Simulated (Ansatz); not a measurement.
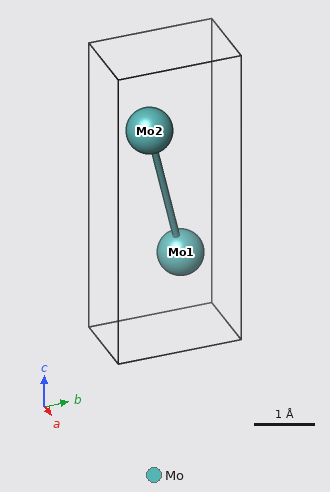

Figure 1. The starting structure (ball-and-stick view of the cell of the calculation, seen slightly off an axis; atoms are numbered from 1 in the order of the input). An atom can appear more than once, as a periodic image.

## Geometry relaxation, with input and output: Mo

System: Mo (2 atoms in the cell).
Method: DFT r2SCAN, scalar-relativistic, plane waves, PAW, no spin polarisation (Ansatz 0.2.0).

The structure was made by swapping elements on the sites of another compound; it need not be a known phase. It belongs to a series of runs on one base structure; here: Ru -> Mo on all its sites, cell and atoms relaxed. Figures and captions count atoms from 1; the log counts them from 0 in places.

## The input
```yaml
crystal:
  lattice:
    - [2.7303123373, 0.0, 0.0]
    - [-1.3651561686, 2.3645198444, 0.0]
    - [0.0, 0.0, 4.9369646481]
  atoms:
    - { symbol: Mo, position: [0.3333333333, 0.6666666667, 0.25] }
    - { symbol: Mo, position: [0.6666666667, 0.3333333333, 0.75] }
basis:
  ecutwfc: 500
kpoints:
  mp_grid: { grid: [18, 18, 8] }
hamiltonian:
  xc: r2scan
scf:
  occupations: { method: gaussian, width: 0.1 }
output:
  forces: true
  stress: true
  eigenvalues: true
relax:
  adjacent_minimum: "off"
  f_tol: 0.01
  max_steps: 60
  cell: { stress_tol: 0.1 }
```

Run on 1 thread of Intel Xeon @ 2.50GHz (Skylake/Cascade Lake), 189 GiB of memory available, shared host.

Command:
```bash
ansatz run input.yaml --threads 1 --pin off --max-ram 2560MiB --backend cpu --events-out ev --progress --plain --runs-dir out
```

## What the program printed
```
Engine: ansatz 0.2.0, x86_64-unknown-linux-gnu
Pseudopotentials: kind: paw
Pseudopotential: Mo, paw, valence charge 14, recommended cutoff 500 eV (meta_gga), Mo.paw.azcp
Functional definition: r2SCAN
  parameter k0 = 0.174
  parameter k1 = 0.065
  parameter a1 = 4.9479
  exchange = r2scan_x(k0 = k0, k1 = k1, a1 = a1)
  correlation = r2scan_c
Crystal: 2 atoms, lattice volume = 31.872 Å³
Basis set: ecut = 500 eV, 787 PW (Γ), exchange–correlation on 80×80×160 points (64 copies of the dense FFT grid, shifted against one another)
Bands: 18, of which v1, the nominal top of the filled ones, is band 14 counted from 1 (13 counted from 0)
Symmetry: 24 space group operations
Space group: P63/mmc (ITA 194), of the structure as read, at distance tolerance 3.2e-5 Å
k-points: 185 of 2592
Non-local potential: Mo, projectors of the file, l = 0: 3, l = 1: 2, l = 2: 2, l = 3: 1
PAW form: soft (Blöchl's): semilocal exchange-correlation on the pseudo side does not see the compensation charge
PAW frozen core: Mo, regenerated for the run's functional (the file was generated under x = pbe(κ = 0.804, μ = 0.2195149727645171), c = pbe(β = 0.06672455060314922))
PAW one-centre angular grid: Mo, 590 points (default); XC on 160 Gauss nodes
Initial density: superposition of atomic densities (neutral atoms: chi_scale 0, normalization atom), corrected by the library's trained network
Initial wavefunctions: pseudopotential atomic-orbital guess
Functional: x = r2scan, c = r2scan; τ floored in thin density (d = 2e-4 eV/Å³)
SCF iter   1: F=—  HF=-9934.199720 eV  |F-HF|=—  |Δ(HF+E_count)|=         —  Δρ=9.64e-3  dr2=1.43e-2  dr2_τ=3.03e-2  ethr=1.77e-3  ⟨swp⟩=5.1  Hψ=15485  notcnv=0
preconditioner: auto → Kerker (q_TF=auto, 2.670 Å⁻¹)  [metal: Δε(μ)=0.007 eV  Ē_g=4.705 eV  σ=0.100 eV  W_gap=0.04  n_scr=10 (ndim 8)  ℏωp=22.8 eV  f_vac=0.000  D(μ)=2.26/eV (n_scr^D=22)]
SCF iter   2: F=—  HF=-9934.204992 eV  |F-HF|=—  |Δ(HF+E_count)|=   5.27e-3  Δρ=5.69e-3  dr2=4.63e-3  dr2_τ=1.96e-4  ethr=5.12e-5  ⟨swp⟩=2.2  Hψ=7037  notcnv=0
SCF iter   3: F=—  HF=-9934.205639 eV  |F-HF|=—  |Δ(HF+E_count)|=   6.47e-4  Δρ=7.92e-4  dr2=1.74e-4  dr2_τ=4.75e-6  ethr=1.65e-5  ⟨swp⟩=3.0  Hψ=5616  notcnv=0
SCF iter   4: F=—  HF=-9934.205668 eV  |F-HF|=—  |Δ(HF+E_count)|=   2.86e-5  Δρ=1.80e-4  dr2=8.66e-6  dr2_τ=1.24e-6  ethr=6.23e-7  ⟨swp⟩=2.4  Hψ=4276  notcnv=0
SCF iter   5: F=—  HF=-9934.205672 eV  |F-HF|=—  |Δ(HF+E_count)|=   4.85e-6  Δρ=3.94e-5  dr2=3.08e-7  dr2_τ=2.36e-8  ethr=3.09e-8  ⟨swp⟩=2.1  Hψ=4277  notcnv=0
SCF iter   6: F=-9934.205673 eV  HF=-9934.205673 eV  |F-HF|=9.03e-9  |Δ(HF+E_count)|=   2.11e-7  Δρ=7.61e-6  dr2=8.91e-9  dr2_τ=1.69e-9  ethr=3.57e-10  ⟨swp⟩=5.2  Hψ=14401  notcnv=0
SCF 1 converged in 6 iterations: F = -9934.205673 eV  dr2 = 8.91e-9
  greatest PAW one-centre occupation: 0.997 electrons in one spin orbital (limit 2), on the Mo atom at site 1 (counted from 0), in its partial waves of l = 0
relax step   1: F+E_penalty+E_count = -9934.20567258 eV  Δ(F+E_penalty+E_count) = +0.000e0 eV  max|allowed force component| = 1.388e-17 eV/Å  Δτ_max = 0.0000 Å  P = +0.772 GPa  Ω = 31.872 Å³  (6 SCF iters, dr2 threshold 1.00e-7 eV, accepted)
Crystal: 2 atoms, lattice volume = 32.133 Å³
Basis set: ecut = 500 eV, 785 PW (Γ), exchange–correlation on 80×80×160 points (64 copies of the dense FFT grid, shifted against one another)
Initial density: handed on by an earlier stage of this run
Initial wavefunctions: those handed on with the density
iter 1 solved again at ethr=4.34e-7 eV; its pass at ethr=3.10e-3 eV (dr2=1.21e-4 eV) is discarded
SCF iter   1: F=—  HF=-9934.201314 eV  |F-HF|=—  |Δ(HF+E_count)|=         —  Δρ=7.50e-4  dr2=1.76e-4  dr2_τ=2.99e-3  ethr=4.34e-7  ⟨swp⟩=3.6  Hψ=21312  notcnv=0
preconditioner: auto → Kerker (q_TF=auto, 2.666 Å⁻¹)  [metal: Δε(μ)=0.019 eV  Ē_g=4.638 eV  σ=0.100 eV  W_gap=0.11  n_scr=10 (ndim 8)  ℏωp=22.7 eV  f_vac=0.000  D(μ)=2.27/eV (n_scr^D=22)]
SCF iter   2: F=—  HF=-9934.205050 eV  |F-HF|=—  |Δ(HF+E_count)|=   3.74e-3  Δρ=4.58e-4  dr2=3.71e-5  dr2_τ=5.13e-6  ethr=4.34e-7  ⟨swp⟩=2.0  Hψ=5972  notcnv=0
SCF iter   3: F=—  HF=-9934.205072 eV  |F-HF|=—  |Δ(HF+E_count)|=   2.23e-5  Δρ=1.70e-4  dr2=6.81e-6  dr2_τ=1.05e-6  ethr=1.33e-7  ⟨swp⟩=2.1  Hψ=4554  notcnv=0
SCF iter   4: F=—  HF=-9934.205074 eV  |F-HF|=—  |Δ(HF+E_count)|=   1.81e-6  Δρ=5.73e-5  dr2=9.89e-7  dr2_τ=5.41e-8  ethr=2.43e-8  ⟨swp⟩=2.5  Hψ=5152  notcnv=0
SCF iter   5: F=-9934.205074 eV  HF=-9934.205074 eV  |F-HF|=2.82e-9  |Δ(HF+E_count)|=   1.44e-7  Δρ=1.47e-5  dr2=5.46e-8  dr2_τ=3.83e-9  ethr=7.14e-10  ⟨swp⟩=5.0  Hψ=14496  notcnv=0
SCF 2 converged in 5 iterations: F = -9934.205074 eV  dr2 = 5.46e-8
relax step   2: F+E_penalty+E_count = -9934.20507386 eV  Δ(F+E_penalty+E_count) = +5.987e-4 eV  max|allowed force component| = 2.313e-18 eV/Å  Δτ_max = 0.0000 Å  P = -1.433 GPa  Ω = 32.133 Å³  energy of the carried Pulay correction = -1.243e-4 eV  (5 SCF iters, dr2 threshold 2.00e-7 eV, rejected (line search))
Crystal: 2 atoms, lattice volume = 31.954 Å³
iter 1 solved again at ethr=4.64e-8 eV; its pass at ethr=3.10e-3 eV (dr2=1.30e-5 eV) is discarded
SCF iter   1: F=—  HF=-9934.204466 eV  |F-HF|=—  |Δ(HF+E_count)|=         —  Δρ=2.59e-4  dr2=1.56e-5  dr2_τ=1.16e-3  ethr=4.64e-8  ⟨swp⟩=3.0  Hψ=21353  notcnv=0
preconditioner: auto → Kerker (q_TF=auto, 2.669 Å⁻¹)  [metal: Δε(μ)=0.016 eV  Ē_g=4.677 eV  σ=0.100 eV  W_gap=0.09  n_scr=10 (ndim 8)  ℏωp=22.8 eV  f_vac=0.000  D(μ)=2.26/eV (n_scr^D=22)]
SCF iter   2: F=—  HF=-9934.206017 eV  |F-HF|=—  |Δ(HF+E_count)|=   1.55e-3  Δρ=2.29e-4  dr2=6.98e-6  dr2_τ=1.38e-6  ethr=4.64e-8  ⟨swp⟩=2.0  Hψ=6002  notcnv=0
SCF iter   3: F=—  HF=-9934.206024 eV  |F-HF|=—  |Δ(HF+E_count)|=   7.33e-6  Δρ=9.43e-5  dr2=1.34e-6  dr2_τ=2.40e-7  ethr=2.49e-8  ⟨swp⟩=2.2  Hψ=4759  notcnv=0
SCF iter   4: F=—  HF=-9934.206026 eV  |F-HF|=—  |Δ(HF+E_count)|=   1.61e-6  Δρ=2.19e-5  dr2=1.45e-7  dr2_τ=9.84e-9  ethr=4.80e-9  ⟨swp⟩=2.1  Hψ=5454  notcnv=0
SCF iter   5: F=—  HF=-9934.206026 eV  |F-HF|=—  |Δ(HF+E_count)|=   3.95e-8  Δρ=9.53e-6  dr2=1.39e-8  dr2_τ=2.22e-9  ethr=5.19e-10  ⟨swp⟩=3.0  Hψ=6021  notcnv=0
SCF iter   6: F=—  HF=-9934.206026 eV  |F-HF|=—  |Δ(HF+E_count)|=   8.56e-9  Δρ=4.69e-6  dr2=3.52e-9  dr2_τ=5.94e-10  ethr=4.97e-11  ⟨swp⟩=2.1  Hψ=4397  notcnv=0
SCF iter   7: F=—  HF=-9934.206026 eV  |F-HF|=—  |Δ(HF+E_count)|=   2.21e-9  Δρ=1.07e-6  dr2=1.87e-10  dr2_τ=2.38e-11  ethr=1.26e-11  ⟨swp⟩=3.0  Hψ=6182  notcnv=0
SCF iter   8: F=-9934.206026 eV  HF=-9934.206026 eV  |F-HF|=3.64e-12  |Δ(HF+E_count)|=  1.24e-10  Δρ=7.25e-8  dr2=1.19e-12  dr2_τ=2.61e-13  ethr=1.00e-12  ⟨swp⟩=4.1  Hψ=11608  notcnv=0
SCF 3 converged in 8 iterations: F = -9934.206026 eV  dr2 = 1.19e-12
relax step   3: F+E_penalty+E_count = -9934.20602600 eV  Δ(F+E_penalty+E_count) = -3.534e-4 eV  max|allowed force component| = 1.850e-17 eV/Å  Δτ_max = 0.0000 Å  P = +0.000 GPa  Ω = 31.954 Å³  energy of the carried Pulay correction = -3.702e-5 eV  (8 SCF iters, accepted)
Basis set: ecut = 500 eV, 785 PW (Γ), exchange–correlation on 80×80×144 points (64 copies of the dense FFT grid, shifted against one another)
Initial wavefunctions: pseudopotential atomic-orbital guess (no wavefunctions were taken with the density)
iter 1 solved again at ethr=2.03e-8 eV; its pass at ethr=3.10e-3 eV (dr2=5.69e-6 eV) is discarded
SCF iter   1: F=—  HF=-9934.206065 eV  |F-HF|=—  |Δ(HF+E_count)|=         —  Δρ=1.05e-5  dr2=3.85e-9  dr2_τ=3.79e-8  ethr=2.03e-8  ⟨swp⟩=3.8  Hψ=25274  notcnv=0
preconditioner: auto → Kerker (q_TF=auto, 2.669 Å⁻¹)  [metal: Δε(μ)=0.016 eV  Ē_g=4.674 eV  σ=0.100 eV  W_gap=0.09  n_scr=10 (ndim 8)  ℏωp=22.8 eV  f_vac=0.000  D(μ)=2.26/eV (n_scr^D=22)]
SCF iter   2: F=—  HF=-9934.206066 eV  |F-HF|=—  |Δ(HF+E_count)|=   7.68e-7  Δρ=5.45e-6  dr2=1.01e-9  dr2_τ=1.35e-9  ethr=1.38e-11  ⟨swp⟩=2.7  Hψ=6200  notcnv=0
SCF iter   3: F=-9934.206066 eV  HF=-9934.206066 eV  |F-HF|=1.82e-11  |Δ(HF+E_count)|=   1.33e-9  Δρ=5.09e-7  dr2=1.50e-11  dr2_τ=2.66e-11  ethr=1.00e-12  ⟨swp⟩=3.5  Hψ=14642  notcnv=0
SCF 4 converged in 3 iterations: F = -9934.206066 eV  dr2 = 1.50e-11
relax step   4: F+E_penalty+E_count = -9934.20606558 eV  Δ(F+E_penalty+E_count) = -3.958e-5 eV  max|allowed force component| = 3.007e-17 eV/Å  Δτ_max = 0.0000 Å  P = +0.001 GPa  Ω = 31.954 Å³  stress off target by 2.80e-2 GPa  SCF on the basis re-selected at this cell (its energy is not comparable with the rows above)  (3 SCF iters)
```

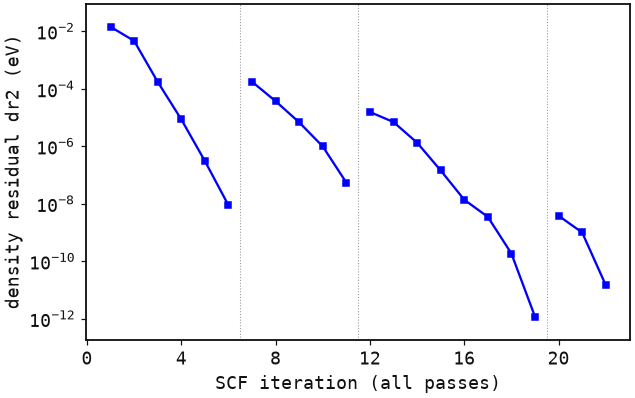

Figure 2. Convergence of the self-consistent field: density residual dr2 against the SCF iteration. The dotted lines part the SCF passes of the relaxation: geometry steps, rejected trials and re-solves on a re-selected basis. The passes take 6, 5, 8 and 3 iterations.

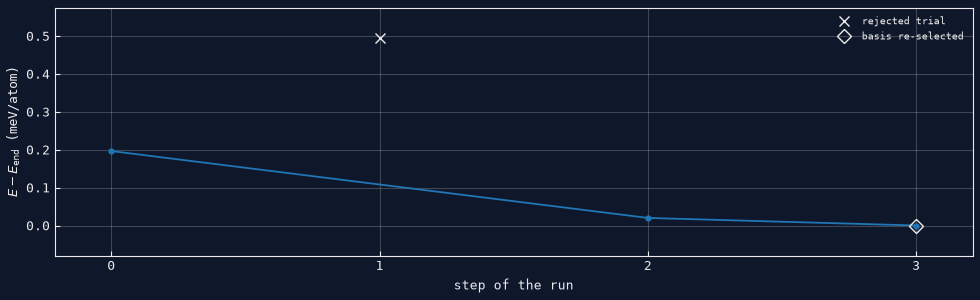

Figure 3. Progress of the relaxation, step by step (the first geometry is step 0 here and step 1 in the log). The energy falls by 0.2 meV per atom in 2 geometry steps. All forces vanish by symmetry, so only the cell relaxes. The pressure goes from 0.77 to 0.00 GPa. The line search rejected the trial step at point 1 (counted from 0) and went back. The atoms keep their places relative to the cell (all moves are under 0.005 Å). A last SCF at the same geometry on a re-selected plane-wave basis shifts the energy by next to nothing (0.0 meV per atom).

```
basis re-selected at this cell: Δ(F+E_penalty+E_count) = -3.958e-5 eV, ΔP = +0.001 GPa vs the last step (what re-selecting the basis moved, of the pressure what is left beyond the Pulay correction that the steps carried, after the strain that the cell walked since its last selection, with what the two solves' SCF thresholds leave and, on support functions, any second-order correction that the steps lacked; it is no measure of the basis error at this ecutwfc). The dense FFT grid was sized anew with the basis: this SCF ran on 20×20×36 points, the steps before it on 20×20×40, so part of this shift can come from that change (see relax.cell in the input reference). This SCF's stress stands 2.80e-2 GPa from its target on what of the cell is left free (relax.cell.stress_tol is 1.00e-1 GPa) and its largest allowed force component is 3.01e-17 eV/Å (relax.f_tol is 1.00e-2 eV/Å): within both
SCF converged after 3 iterations
Free energy (F): -9934.206066 eV
Harris-Foulkes:  -9934.206066 eV  (|F-HF|=1.82e-11)
Internal energy: -9934.194755 eV  (E = F + TS)
E sigma→0 (E₀):  -9934.200410 eV
Entropy (-TS):   -0.011310 eV (-5.655 meV/atom)
Fermi energy:    20.283144 eV
--- Per-component energies (eV) ---
  E_band       = -146.287639
  E_kinetic    = 880.089430
  E_local      = -1608.873016  (includes V_loc(G=0)·N_el)
  E_nonlocal   = 285.709434
  E_hartree    = 532.073724
  E_xc         = -356.487862
  E_vxc        = -512.029497  (∫ρ·V_xc dr)
  E_paw        = -6434.686892  (= ΣΔE_a)
  E_vpaw       = -289.421153  (= ΣTr[D̂ρ^β])
  E_aug_tail   = 0.000006  (compensation charges beyond the density's cutoff)
  E_vtau       = 34.089598  (kinetic-family band-sum trace: ∫τ·v_τ [+ j·A + Jᵃ·Aᵃ] dr)
  E_ewald      = -3231.577171
  E_core_change = -0.442407  (= ΣΔE_core)
  E_smearing   = -0.011310  (= −TS)
  E_closure    = 0.000000  (closes the sum)
  Σ components = -9934.206066   (vs F -9934.206066, Δ=0.00e0)
--- Forces (eV/Å), atoms counted from 1 ---
  atom   1  Mo    -0.00000000    -0.00000000    -0.00000000
  atom   2  Mo     0.00000000     0.00000000     0.00000000
  max |Σ_I F_I| component: 1.39e-17 eV/Å
--- Stress (GPa, compression-positive) ---
       -0.012762      -0.000000      -0.000000
       -0.000000      -0.012762       0.000000
       -0.000000       0.000000       0.028020
  P = ⅓ Tr σ = 0.0008 GPa (0.008 kbar)
--- Band table (eV; the first three rows and the last of 185) ---
  k-point 0: bands = ["-42.6022", "-42.4368", "-16.4344", "-15.3340", "-15.1011", "-15.1011", "-14.9991", "-14.9991", "12.9908", "15.1898", "18.2299", "19.5809", "19.5809", "20.0694", "20.0694", "20.5747", "21.9805", "21.9805"]
  k-point 1: bands = ["-42.5960", "-42.4432", "-16.3947", "-15.3783", "-15.0972", "-15.0972", "-15.0030", "-15.0030", "13.1365", "15.2023", "18.1785", "19.5665", "19.5665", "20.0230", "20.0230", "20.2242", "22.0938", "22.0938"]
  k-point 2: bands = ["-42.5783", "-42.4614", "-16.2807", "-15.5032", "-15.0862", "-15.0862", "-15.0141", "-15.0141", "13.5481", "15.2078", "18.0556", "19.4089", "19.5467", "19.5467", "19.9040", "19.9040", "22.3947", "22.3947"]
  k-point 184: bands = ["-42.2477", "-42.2477", "-16.1921", "-16.1921", "-16.0506", "-16.0506", "-15.4931", "-15.4931", "17.0427", "17.0427", "17.5340", "17.5340", "19.0045", "19.0045", "20.6351", "20.6351", "23.8008", "23.8008"]
--- Relaxed structure (3 steps of the walk, 2 accepted, 1 SCFs on fresh bases) ---
  F+E_penalty+E_count = -9934.20606558 eV   max|allowed force component| = 3.007e-17 eV/Å   (the final SCF, on the basis selected at the relaxed cell)
  cell:  # Å, volume = 31.9545 Å³
    - [2.7354134105663395, -2.8921461829738558e-11, 0.0]
    - [-1.3677067052581229, 2.368937503417543, 0.0]
    - [0.0, 0.0, 4.931229487311249]
  atoms:
    - { symbol: Mo, position: [0.3333333333333333, 0.6666666666666667, 0.25] }
    - { symbol: Mo, position: [0.6666666666666667, 0.3333333333333333, 0.75] }
```

## Trajectory as extended XYZ (Å, eV, eV/Å), 4 frames, from step=1 to step=4
```
2
Lattice="2.7303 0.0000 0.0000 -1.3652 2.3645 0.0000 0.0000 0.0000 4.9370" Properties=species:S:1:pos:R:3:forces:R:3 step=1 energy=-9934.20567 pressure_GPa=0.77
Mo    0.0000    1.5763    1.2342    0.0000   0.0000   0.0000
Mo    1.3652    0.7882    3.7027    0.0000   0.0000   0.0000
2
Lattice="2.7416 0.0000 0.0000 -1.3708 2.3743 0.0000 0.0000 0.0000 4.9362" Properties=species:S:1:pos:R:3:forces:R:3 step=2 energy=-9934.20507 pressure_GPa=-1.43 accepted=F
Mo    0.0000    1.5829    1.2341    0.0000   0.0000   0.0000
Mo    1.3708    0.7914    3.7022    0.0000   0.0000   0.0000
2
Lattice="2.7354 0.0000 0.0000 -1.3677 2.3689 0.0000 0.0000 0.0000 4.9312" Properties=species:S:1:pos:R:3:forces:R:3 step=3 energy=-9934.20603 pressure_GPa=0.00
Mo    0.0000    1.5793    1.2328    0.0000   0.0000   0.0000
Mo    1.3677    0.7896    3.6984    0.0000   0.0000   0.0000
2
Lattice="2.7354 0.0000 0.0000 -1.3677 2.3689 0.0000 0.0000 0.0000 4.9312" Properties=species:S:1:pos:R:3:forces:R:3 step=4 energy=-9934.20607 pressure_GPa=0.00
Mo    0.0000    1.5793    1.2328    0.0000   0.0000   0.0000
Mo    1.3677    0.7896    3.6984    0.0000   0.0000   0.0000
```

## Results in brief

```tsv
quantity	value
outcome	converged
space group (tolerance 0.01 Å)	P6₃/mmc (194)
electrons treated	28
free energy	−9934.2061 eV
Fermi energy	20.283 eV
gap on the k-point mesh	none (metallic)
pressure	0.00 GPa
final volume	31.95 Å³
largest force (length of the vector) at the end	under 0.001 eV/Å
final cell	a = 2.735 Å, b = 2.735 Å, c = 4.931 Å, α = 90.00°, β = 90.00°, γ = 120.00°
wall time	81 s
peak memory	0.5 GiB
```
